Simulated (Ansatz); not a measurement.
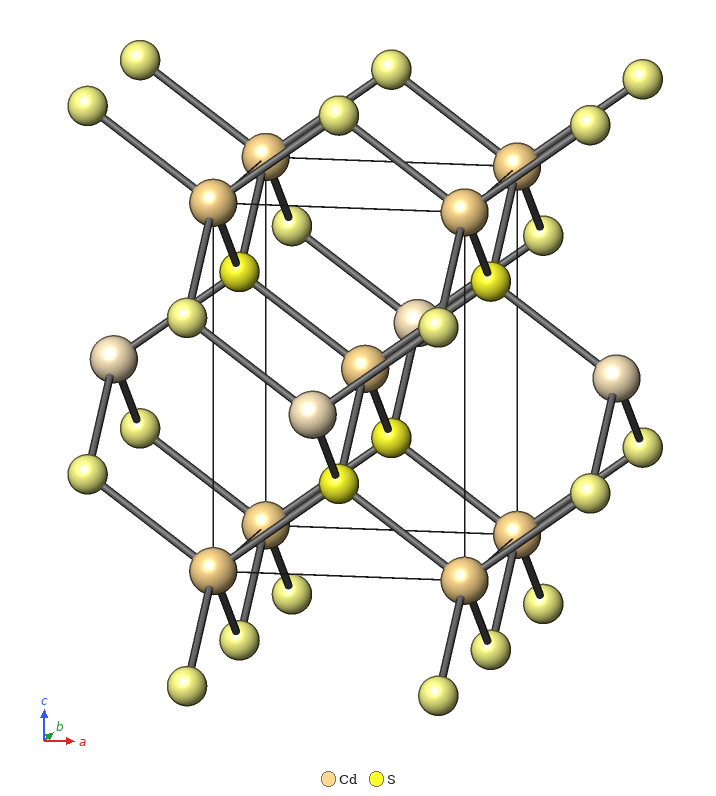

Ball-and-stick drawing of the structure, looking slightly off an axis. The edges of the conventional unit cell are marked. The first bonded neighbours in the surrounding cells are also shown, in fainter colours.

CdS, space group I-4m2 (No. 119), a = 4.157 Å, b = 4.157 Å, c = 6.065 Å, α = 90.00°, β = 90.00°, γ = 90.00°. Source of the structure: a structure type filled with these elements by a generator (whether the compound takes this form wasn't checked). The cell was then strained or its atoms displaced on purpose. A calculation with Ansatz used it as input.

This one geometry was computed with Ansatz (DFT, plane waves, PAW) at three levels of theory: PBE, r2SCAN and HSE06. It was relaxed with r2SCAN and then strained.

> How does the band gap change with the level of theory?

PBE: a gap of 0.99 eV, direct; r2SCAN: a gap of 1.44 eV, direct; HSE06: a gap of 1.99 eV, direct.

> Collect the results in a table.

| level | cutoff (eV) | k-mesh of the run's cell | gap (eV) | pressure (GPa) |
| --- | --- | --- | --- | --- |
| PBE | 420 | 8×8×8 | 0.99 | -0.4 |
| r2SCAN | 500 | 8×8×8 | 1.44 | -1.8 |
| HSE06 | 420 | 6×6×6 | 1.99 | -1.6 |

Gaps are taken on the k-mesh or band path of each run.
